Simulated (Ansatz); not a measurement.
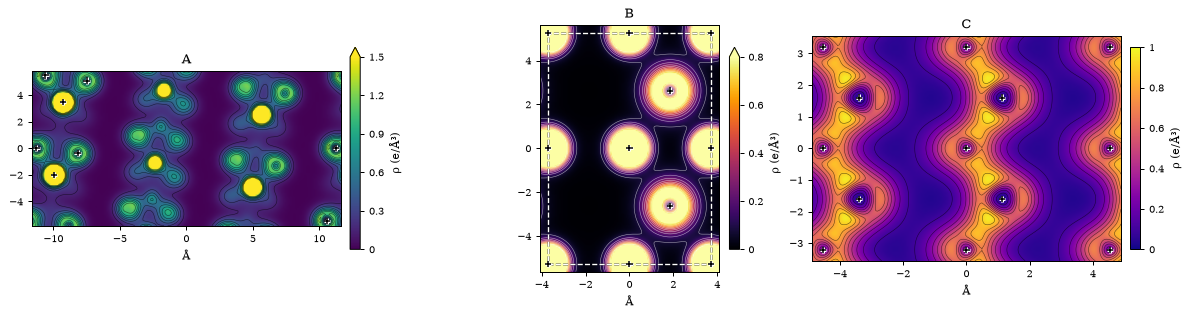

The valence pseudo-density of 3 systems, each on a plane through atoms (crosses mark nuclei in the plane).

Method: DFT PBE, scalar-relativistic, plane waves, PAW (Ansatz).

System 1: MoS2, the (111) plane of the conventional cell. Space group R3m; a structure from a database of computed crystals, not necessarily the ambient phase; computed without spin polarisation.

```xyz
9
Lattice="3.1852 0.0000 0.0000 -1.5926 2.7584 0.0000 0.0000 0.0000 22.3150" Properties=species:S:1:pos:R:3 pbc="T T T"
Mo    1.5926    0.9195    7.4333
Mo    0.0000    1.8390   14.8716
Mo    0.0000    0.0000   22.3101
S     0.0000    1.8390    1.5576
S     0.0000    0.0000    8.9958
S     1.5926    0.9195   16.4343
S     0.0000    0.0000    5.8709
S     1.5926    0.9195   13.3091
S     0.0000    1.8390   20.7476
```

System 2: BP, the (110) plane of the conventional cell. Space group F-43m.

```xyz
8
Lattice="4.5380 0.0000 0.0000 0.0000 4.5380 0.0000 0.0000 0.0000 4.5380" Properties=species:S:1:pos:R:3 pbc="T T T"
B     0.0000    2.2690    2.2690
B     2.2690    0.0000    2.2690
B     2.2690    2.2690    0.0000
B     0.0000    0.0000    0.0000
P     3.4035    1.1345    1.1345
P     1.1345    3.4035    1.1345
P     1.1345    1.1345    3.4035
P     3.4035    3.4035    3.4035
```

System 3: K2S, the (101) plane of the conventional cell. Space group Fm-3m; a structure from a database of computed crystals, not necessarily the ambient phase.

```
K S
1.0
     7.44981    0.00000    0.00000
     0.00000    7.44981    0.00000
     0.00000    0.00000    7.44981
K S
8 4
Direct
  0.75000 0.25000 0.25000
  0.25000 0.75000 0.25000
  0.25000 0.25000 0.75000
  0.75000 0.75000 0.75000
  0.25000 0.25000 0.25000
  0.75000 0.75000 0.25000
  0.75000 0.25000 0.75000
  0.25000 0.75000 0.75000
  0.00000 0.00000 0.00000
  0.50000 0.50000 0.00000
  0.50000 0.00000 0.50000
  0.00000 0.50000 0.50000
```

Question: Match each panel to its system.

Answer: Panel A is system 1, MoS2: the plane holds Mo and S. Mo–S (2.41 Å): ρ at the midpoint is about 0.6 e/Å³. Panel B is system 3, K2S: the plane holds K and S. K–S (3.23 Å): ρ is about 0.1 e/Å³ halfway. Panel C is system 2, BP: the plane holds B and P. B–P (1.97 Å): ρ at the midpoint is about 0.89 e/Å³.
